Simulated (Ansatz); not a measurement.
CdS

```xyz
8
Lattice="0.0000 7.1617 0.0000 -4.1348 0.0000 0.0000 0.0000 0.0000 6.7490" Properties=species:S:1:pos:R:3 pbc="T T T"
Cd    0.0000    2.3872    0.0000
Cd   -2.0674    5.9680    0.0000
Cd   -2.0674    1.1936    3.3745
Cd    0.0000    4.7745    3.3745
S     0.0000    2.1872    2.4983
S    -2.0674    5.7681    2.4983
S    -2.0674    1.1936    5.9729
S     0.0000    4.7745    5.9729
```

Space group Cm; changed on purpose from its base cell (atom 3 (S) moved by (-0.200, -0.100) A along y and z); not relaxed (largest force 0.8 eV/Å); computed pressure about 3 GPa in this cell.

Theory: Ansatz, DFT PBE, scalar-relativistic, plane waves, PAW.

The density is the valence pseudo-density of a PAW calculation; it isn't the true density close to the nuclei.

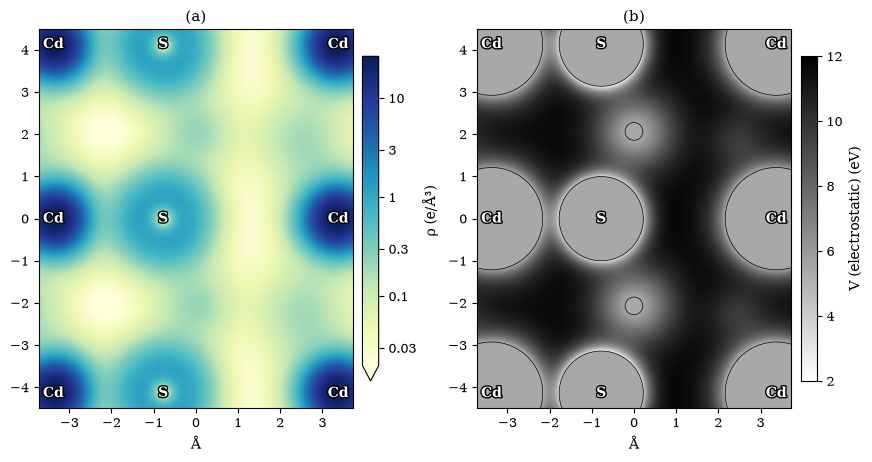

Figure 1. (a) valence pseudo-density; (b) electrostatic potential energy of an electron on the (110) plane of the conventional cell. Grey discs cover the atomic cores in the potential map.

Describe what can be read from this map.

Answer.
- The section cuts through Cd and S sites.
- Cd–S (2.60 Å): the density is about 0.37 e/Å³ at the midpoint.
- Between the atoms the lowest density in this plane is 0.02 e/Å³.
- Outside the cores the potential energy rises away from the atoms and is highest about 1.8 Å from the nearest atoms; its zero is arbitrary.

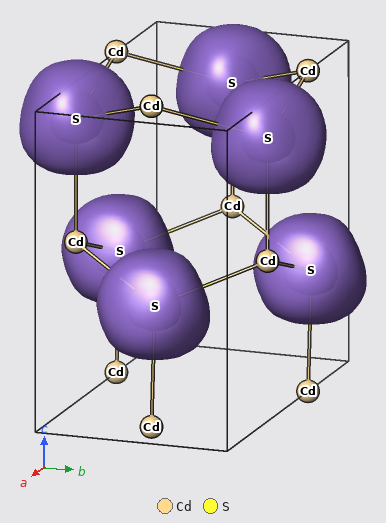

Figure 2. Isosurface of the electron localisation function at 0.7 (purple), seen slightly off an axis. Only the valence region is drawn (cores and ρ < 0.01 e/Å³ removed). Sticks mark near contacts.

Where are the electrons localised?

Answer. The surface consists of four regions wrapped around S (the valence shell of each), counted in one cell of 8 atoms. Regions shared between cells count once. Along the contacts the grid gives the following. Cd–S (2.46 Å): the ELF peaks at about 0.90 in the valence shell of S, 0.8 Å from its nucleus, and is about 0.35 at the midpoint. Cd–S (2.51 Å): the ELF peaks at about 0.90 in the valence shell of S, 0.8 Å from its nucleus, and is about 0.30 at the midpoint.

Does the calculation make it a metal, or give it a gap?

Answer. It is gapped, with a Kohn–Sham gap of 1.2 eV on the k-point mesh (the band edges may lie off the mesh, which would make the gap smaller).
